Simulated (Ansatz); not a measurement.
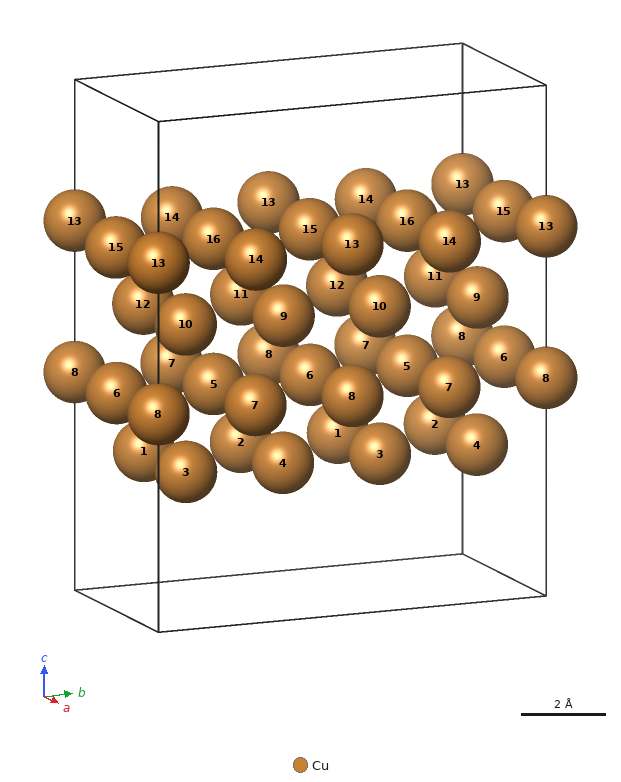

The structure (spheres-only view of the 1 × 2 repeat of the cell, with the vacuum cut short, seen slightly off an axis; atoms are numbered from 1 in the order of the input).

## Run report: Cu, single-point calculation (part 1 of 2)

The run: single-point calculation of Cu (slab, 16 atoms in the cell). Method and program: DFT PBE+D3(BJ), scalar-relativistic, plane waves, PAW, no spin polarisation (Ansatz 0.2.0).

The structure derives from an entry of the Crystallography Open Database. It belongs to a series of runs on one base structure; here: the slab at its places in the relaxed adsorbed structure. Figures and captions count atoms from 1; the log counts them from 0 in places.

**The program's output**
```
Engine: ansatz 0.2.0, x86_64-unknown-linux-gnu
Pseudopotentials: kind: paw
Pseudopotential: Cu, paw, valence charge 19, recommended cutoff 420 eV (normal), Cu.paw.azcp
Functional definition: PBE
  parameter kappa = 0.804
  parameter beta = 0.06672455060314922
  exchange = pbe_x(kappa = kappa, mu = beta*pi^2/3)
  correlation = pbe_c(beta = beta)
Crystal: 16 atoms, lattice volume = 592.853 Å³
Basis set: ecut = 420 eV, 11627 PW (Γ), exchange–correlation on 72×72×320 points (8 copies of the dense FFT grid, shifted against one another)
Bands: 183, of which v1, the nominal top of the filled ones, is band 152 counted from 1 (151 counted from 0)
Symmetry: 1 space group operations
Space group: P1 (ITA 1), of the structure as read, at distance tolerance 8.4e-5 Å
k-points: 10 of 16 (time reversal used)
Non-local potential: Cu, projectors of the file, l = 0: 3, l = 1: 2, l = 2: 3, l = 3: 1
PAW form: soft (Blöchl's): semilocal exchange-correlation on the pseudo side does not see the compensation charge
PAW one-centre angular grid: Cu, 590 points (default); XC on 64 Gauss nodes
Initial density: superposition of atomic densities (neutral atoms: chi_scale 0, normalization atom), corrected by the library's trained network
Initial wavefunctions: pseudopotential atomic-orbital guess
Functional: x = pbe(κ = 0.804, μ = 0.2195149727645171), c = pbe(β = 0.06672455060314922)
SCF iter   1: F=—  HF=-106004.412712 eV  |F-HF|=—  |Δ(HF+E_count)|=         —  Δρ=2.20e-3  dr2=1.57e-1  ethr=1.77e-3  p=0.001 e·Å  D=3.69e-4 V/Å  ΔV_dip=-0.01 eV  dr2_dipole=5.07e-5  V_vac-E_F(+/−)=4.44/4.45 eV  ⟨swp⟩=7.2  Hψ=7674  notcnv=0  defer=108
efield: sawtooth ramp at fractional position 0.9401 (placed from the atoms, in the widest stretch of the axis that holds none; the zero of the levels goes with the place), width 0.0400; the density the first Hamiltonian is built on has a dipole p = 0.001 e·Å; the dipole correction subtracts the counter field D = 3.69e-4 V/Å, which shifts the + side's vacuum level by -0.01 eV against the − side's; the planar-averaged density in the ramp window peaks in size at 2.7e-5 e/Å³
preconditioner: auto → LDOS  [metal: Δε(μ)=0.041 eV  Ē_g=8.056 eV  σ=0.100 eV  W_gap=0.23  n_scr=130 (ndim 8)  ℏωp=20.2 eV  f_vac=0.639  D(μ)=8.98/eV (n_scr^D=48)  β→1.0]
SCF iter   2: F=—  HF=-106004.425447 eV  |F-HF|=—  |Δ(HF+E_count)|=   1.27e-2  Δρ=3.28e-3  dr2=4.27e-2  ethr=5.16e-5  p=0.001 e·Å  D=2.91e-4 V/Å  ΔV_dip=-0.01 eV  dr2_dipole=2.82e-7  V_vac-E_F(+/−)=4.50/4.51 eV  ⟨swp⟩=2.0  Hψ=2898  notcnv=0  defer=191
SCF iter   3: F=—  HF=-106004.420444 eV  |F-HF|=—  |Δ(HF+E_count)|=   5.00e-3  Δρ=1.14e-3  dr2=7.45e-3  ethr=1.40e-5  p=0.001 e·Å  D=3.46e-4 V/Å  ΔV_dip=-0.01 eV  dr2_dipole=1.56e-6  V_vac-E_F(+/−)=4.49/4.50 eV  ⟨swp⟩=2.0  Hψ=2460  notcnv=0  defer=191
SCF iter   4: F=—  HF=-106004.420167 eV  |F-HF|=—  |Δ(HF+E_count)|=   2.76e-4  Δρ=4.59e-4  dr2=4.61e-3  ethr=2.45e-6  p=0.001 e·Å  D=3.14e-4 V/Å  ΔV_dip=-0.01 eV  dr2_dipole=8.97e-7  V_vac-E_F(+/−)=4.50/4.50 eV  ⟨swp⟩=2.2  Hψ=2457  notcnv=0  defer=191
SCF iter   5: F=—  HF=-106004.420197 eV  |F-HF|=—  |Δ(HF+E_count)|=   2.93e-5  Δρ=5.00e-4  dr2=1.65e-3  ethr=1.52e-6  p=0.001 e·Å  D=3.99e-4 V/Å  ΔV_dip=-0.01 eV  dr2_dipole=7.21e-6  V_vac-E_F(+/−)=4.51/4.51 eV  ⟨swp⟩=2.0  Hψ=2416  notcnv=0  defer=191
SCF iter   6: F=—  HF=-106004.420048 eV  |F-HF|=—  |Δ(HF+E_count)|=   1.48e-4  Δρ=1.19e-4  dr2=7.38e-5  ethr=5.44e-7  p=0.001 e·Å  D=3.39e-4 V/Å  ΔV_dip=-0.01 eV  dr2_dipole=3.32e-7  V_vac-E_F(+/−)=4.51/4.52 eV  ⟨swp⟩=2.0  Hψ=2422  notcnv=0  defer=191
SCF iter   7: F=—  HF=-106004.420279 eV  |F-HF|=—  |Δ(HF+E_count)|=   2.31e-4  Δρ=9.79e-5  dr2=4.32e-5  ethr=2.43e-8  p=0.001 e·Å  D=3.41e-4 V/Å  ΔV_dip=-0.01 eV  dr2_dipole=2.35e-8  V_vac-E_F(+/−)=4.52/4.52 eV  ⟨swp⟩=3.0  Hψ=2901  notcnv=0  defer=191
SCF iter   8: F=—  HF=-106004.420286 eV  |F-HF|=—  |Δ(HF+E_count)|=   7.39e-6  Δρ=3.54e-5  dr2=5.52e-6  ethr=1.42e-8  p=0.001 e·Å  D=3.49e-4 V/Å  ΔV_dip=-0.01 eV  dr2_dipole=2.11e-7  V_vac-E_F(+/−)=4.52/4.53 eV  ⟨swp⟩=2.0  Hψ=2423  notcnv=0  defer=191
SCF iter   9: F=—  HF=-106004.420293 eV  |F-HF|=—  |Δ(HF+E_count)|=   6.31e-6  Δρ=1.19e-5  dr2=9.23e-7  ethr=1.82e-9  p=0.001 e·Å  D=3.45e-4 V/Å  ΔV_dip=-0.01 eV  dr2_dipole=2.15e-8  V_vac-E_F(+/−)=4.52/4.53 eV  ⟨swp⟩=2.1  Hψ=2389  notcnv=0  defer=191
SCF iter  10: F=—  HF=-106004.420293 eV  |F-HF|=—  |Δ(HF+E_count)|=   5.29e-7  Δρ=7.05e-6  dr2=2.73e-7  ethr=3.04e-10  p=0.001 e·Å  D=3.46e-4 V/Å  ΔV_dip=-0.01 eV  dr2_dipole=4.82e-9  V_vac-E_F(+/−)=4.52/4.53 eV  ⟨swp⟩=2.0  Hψ=2443  notcnv=0  defer=191
SCF iter  11: F=-106004.420294 eV  HF=-106004.420293 eV  |F-HF|=2.34e-7  |Δ(HF+E_count)|=   3.56e-8  Δρ=4.18e-6  dr2=9.46e-8  ethr=3.29e-11  p=0.001 e·Å  D=3.45e-4 V/Å  ΔV_dip=-0.01 eV  dr2_dipole=3.99e-10  V_vac-E_F(+/−)=4.52/4.53 eV  ⟨swp⟩=39.3  Hψ=10764  notcnv=0
SCF 1 converged in 11 iterations: F = -106004.420294 eV  dr2 = 9.46e-8
  greatest PAW one-centre occupation: 1.000 electrons in one spin orbital (limit 2), on the Cu atom at site 12 (counted from 0), in its partial waves of l = 0
```

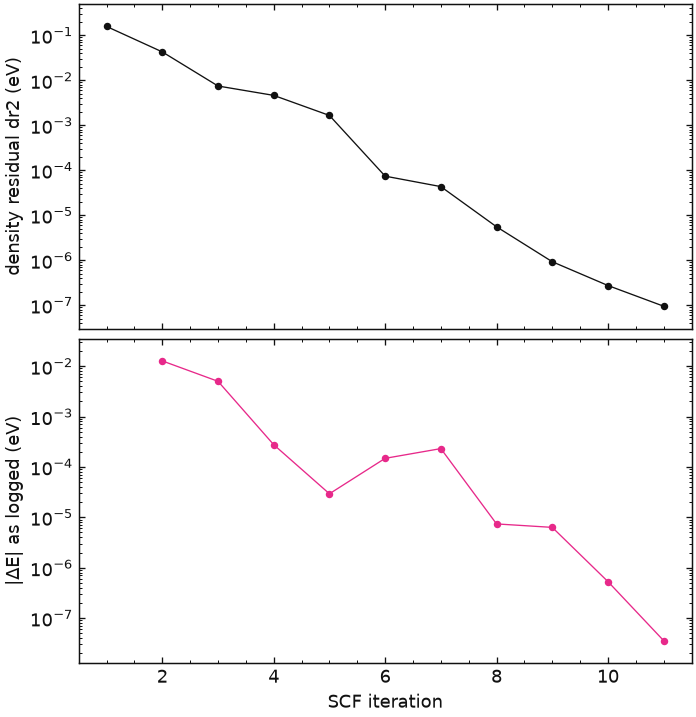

Convergence of the self-consistent field: density residual dr2 and size of the energy change against the SCF iteration. The residual falls at every step.

```
SCF converged after 11 iterations
Free energy (F): -106004.420294 eV
Harris-Foulkes:  -106004.420293 eV  (|F-HF|=2.34e-7)
Internal energy: -106004.371463 eV  (E = F + TS)
E sigma→0 (E₀):  -106004.395878 eV
Entropy (-TS):   -0.048831 eV (-3.052 meV/atom)
Fermi energy:    2.305348 eV
Dipole field:    D = 0.000361 V/Å  (p = 0.001183 e·Å, saw-weighted, corrected)
Work function:   Φ+ = 4.5199 eV   Φ− = 4.5283 eV
Levels:          The Fermi level and band energies are counted from a zero that moves with the ramp; work functions are not
--- Per-component energies (eV) ---
  E_band       = -10105.769984
  E_kinetic    = 4798.754397
  E_local      = -691327.359835  (includes V_loc(G=0)·N_el)
  E_nonlocal   = 6258.158845
  E_hartree    = 339633.679670
  E_xc         = -1424.995926
  E_vxc        = -1838.081941  (∫ρ·V_xc dr)
  E_paw        = -26625.095853  (= ΣΔE_a)
  E_vpaw       = -7264.700994  (= ΣTr[D̂ρ^β])
  E_aug_tail   = 0.004188  (compensation charges beyond the density's cutoff)
  E_efield     = 0.000000  (sawtooth field / dipole correction)
  E_vefield    = 0.005728  (∫n·V_field dr)
  E_ewald      = 262689.172716
  E_disp       = -6.689664  (pairwise vdW)
  E_smearing   = -0.048831  (= −TS)
  E_closure    = 0.000000  (closes the sum)
  Σ components = -106004.420294   (vs F -106004.420294, Δ=0.00e0)
--- Forces (eV/Å), atoms counted from 1 ---
  atom   1  Cu     0.00113380     0.00146638     0.06194635
  atom   2  Cu     0.00160359    -0.00158937     0.06062505
  atom   3  Cu    -0.00102223     0.00103662     0.06089555
  atom   4  Cu    -0.00148586    -0.00115337     0.06195271
  atom   5  Cu     0.00684380    -0.00687237    -0.00306677
  atom   6  Cu     0.00913191     0.00512295    -0.04998539
  atom   7  Cu    -0.00523870    -0.00915512    -0.04969077
  atom   8  Cu    -0.00727047     0.00715393    -0.13824581
  atom   9  Cu    -0.05675769    -0.04318535     0.01551107
  atom  10  Cu    -0.04303370     0.04264232    -0.01961957
  atom  11  Cu     0.05634294    -0.05618837     0.00040972
  atom  12  Cu     0.04354849     0.05655365     0.01500159
  atom  13  Cu    -0.01380627     0.01171102    -0.43532007
  atom  14  Cu    -0.04266605    -0.02616122     0.15517956
  atom  15  Cu     0.02906941     0.04317744     0.15277466
  atom  16  Cu     0.02360809    -0.02456002     0.11166762
  max |Σ_I F_I| component: 3.55e-5 eV/Å
--- Band table (eV; the first three rows and the last of 10) ---
  k-point 0: bands = ["-110.3914", "-110.3839", "-110.3820", "-110.3816", "-110.3771", "-110.3760", "-110.3755", "-110.3532", "-109.9279", "-109.9260", "-109.9172", "-109.9028", "-109.8973", "-109.8971", "-109.8916", "-109.8292", "-67.8080", "-67.8060", "-67.8053", "-67.8037", "-67.7953", "-67.7951", "-67.7745", "-67.7699", "-67.7699", "-67.7406", "-67.7393", "-67.7385", "-67.7380", "-67.7345", "-67.7342", "-67.7341", "-67.7268", "-67.7253", "-67.7193", "-67.7182", "-67.7179", "-67.7071", "-67.7069", "-67.7063",
      "-67.3476", "-67.3475", "-67.3319", "-67.3316", "-67.3270", "-67.3269", "-67.3214", "-67.3214", "-67.2821", "-67.2819", "-67.2794", "-67.2775", "-67.2696", "-67.2613", "-67.2613", "-67.2565", "-67.2563", "-67.2544", "-67.2492", "-67.2490", "-67.2445", "-67.2164", "-67.2162", "-67.1830", "-6.7439", "-5.0498", "-3.0393", "-2.7943", "-2.7939", "-2.7839", "-2.7832", "-2.6306", "-2.5014", "-2.4912", "-2.1301", "-2.0792", "-2.0595", "-2.0591", "-2.0500", "-2.0494",
      "-2.0447", "-1.6857", "-1.6775", "-1.6081", "-1.3673", "-1.3672", "-1.0335", "-1.0322", "-1.0309", "-1.0211", "-1.0066", "-0.8198", "-0.7718", "-0.7709", "-0.7708", "-0.7645", "-0.6545", "-0.6539", "-0.6499", "-0.6278", "-0.5939", "-0.5934", "-0.5466", "-0.5171", "-0.5164", "-0.4991", "-0.3190", "-0.3188", "-0.1782", "-0.1688", "-0.1296", "-0.1274", "-0.1058", "-0.0906", "-0.0683", "-0.0680", "0.1213", "0.1704", "0.3311", "0.3315",
      "0.4072", "0.4154", "0.4205", "0.4217", "0.4386", "0.5110", "0.5110", "0.5123", "0.5251", "0.5533", "0.5535", "0.5838", "0.5840", "0.6722", "0.6799", "0.7355", "0.7367", "0.7395", "0.7436", "0.8014", "0.8088", "0.8280", "0.8356", "0.8357", "0.8525", "1.2335", "1.2477", "1.7593", "1.9277", "1.9697", "1.9723", "2.0075", "2.2783", "2.2796", "2.2818", "2.2827", "3.3350", "4.8261", "4.8262", "5.7234",
      "5.7655", "5.7657", "5.8162", "6.6476", "6.6617", "7.0911", "7.0914", "7.5832", "8.2923", "8.3952", "8.3962", "8.3963", "8.4046", "9.8158", "10.0090", "10.0093", "10.0094", "10.0106", "10.5739", "10.8105", "10.8195", "10.8200", "10.8561"]
```
